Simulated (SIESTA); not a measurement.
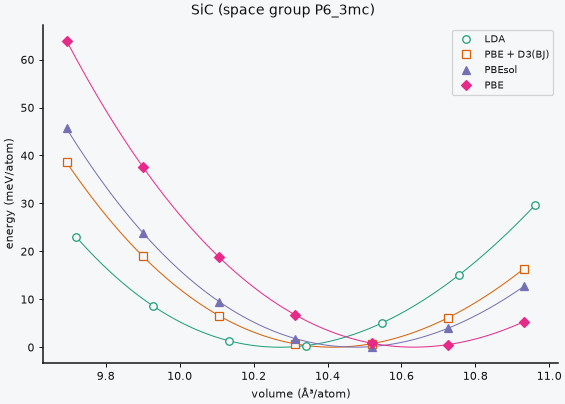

The figure shows the energy against volume, with one curve for each functional, for SiC (space group P6_3mc).

Method: DFT in numerical atomic orbitals with pseudopotentials, no spin polarisation; energies at scaled volumes of the given cell, shape and fractions fixed, counted from the fit's minimum, third-order Birch-Murnaghan fit (SIESTA 5.4.2). All runs: no spin polarisation.

occupations Fermi–Dirac; smearing width 0.05 eV; potentials PseudoDojo 0.4 standard, converted to PSML, two zetas on semicore shells.

Settings that differ: LDA: k mesh 10×10×5; PBE + D3(BJ): k mesh 10×10×3; PBEsol: k mesh 8×8×2; PBE: k mesh 10×10×3.

Tabulate the plotted points.

LDA:
```tsv
volume (Å³/atom)	energy (meV/atom)
9.72	22.96
9.93	8.64
10.13	1.32
10.34	0.33
10.55	5.08
10.75	15.00
10.96	29.62
```

PBE + D3(BJ):
```tsv
volume (Å³/atom)	energy (meV/atom)
9.69	38.59
9.90	18.94
10.11	6.58
10.31	0.74
10.52	0.70
10.73	6.09
10.93	16.39
```

PBEsol:
```tsv
volume (Å³/atom)	energy (meV/atom)
9.69	45.65
9.90	23.90
10.11	9.52
10.31	1.81
10.52	0.11
10.73	3.91
10.93	12.69
```

PBE:
```tsv
volume (Å³/atom)	energy (meV/atom)
9.69	63.96
9.90	37.59
10.11	18.79
10.31	6.78
10.52	0.80
10.73	0.50
10.93	5.33
```

Caveats: mulliken charges of long orbitals (PBEsol, PBE); shape and atomic fractions are frozen while scaling, which makes layered, chain and framework solids too stiff.
